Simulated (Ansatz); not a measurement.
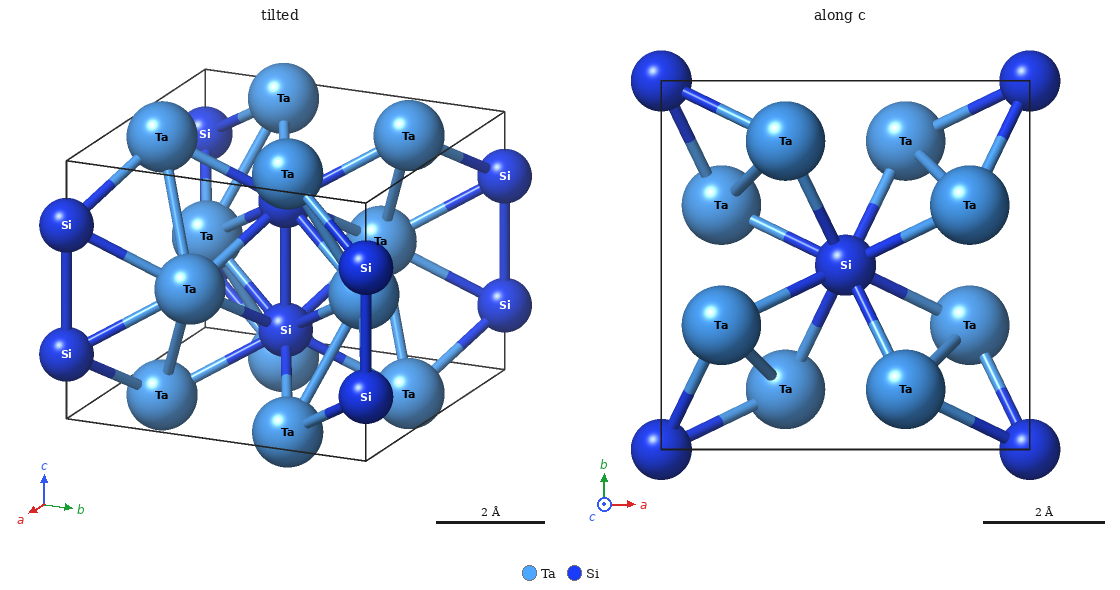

The crystal in a ball-and-stick representation, seen slightly off an axis and along the c axis. One conventional unit cell is outlined, and atoms on its boundary appear in each equivalent place. Cell: a = 6.14 Å, b = 6.14 Å, c = 5.04 Å, α = 90.00°, β = 90.00°, γ = 90.00°.

Its origin is a structure listed in the Materials Project. Earlier steps of the study, as a rule a relaxation of our own, may have changed the cell and positions, so they can lie some per cent off the listed ones. Ansatz was used for an electronic-structure calculation on it.

State composition, symmetry and coordination.

The material is Ta2Si. Its lattice is body-centred tetragonal, its space group I4/mcm (No. 140). Cell content 8 Ta, 4 Si; Z = 4. By contacts within bonding range, the coordination numbers are Ta 7 and Si 10. Not all metal-metal contacts are counted.

Electronic-structure method: DFT PBEsol, scalar-relativistic, plane waves, PAW in Ansatz. Parameters: plane-wave cutoff 420 eV, k-points about 0.16 Å⁻¹ apart, Gaussian smearing of 0.1 eV, no spin polarisation.

What does the calculation say: metal or gapped?

A metal: bands cross the Fermi level.

What charge does Bader's analysis assign to each element?

Ta +0.57 e; Si -1.14 e.

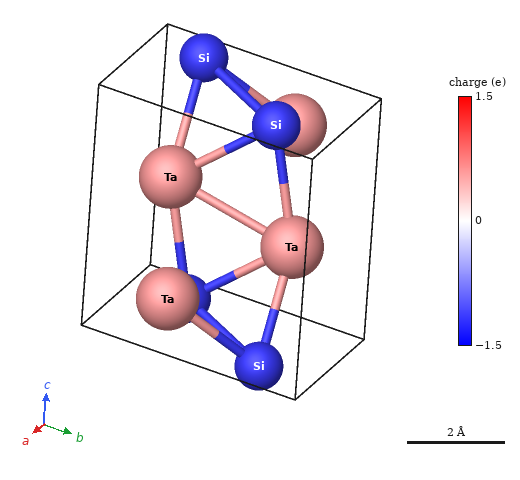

The atoms coloured by those charges. The run's cell of 6 atoms is drawn, so axes and origin can differ from the first picture.

Does this geometry sit at a stationary point of the energy?

Yes. All forces vanish to within 0.01 eV/Å. The pressure is 0.0 GPa, close to zero.
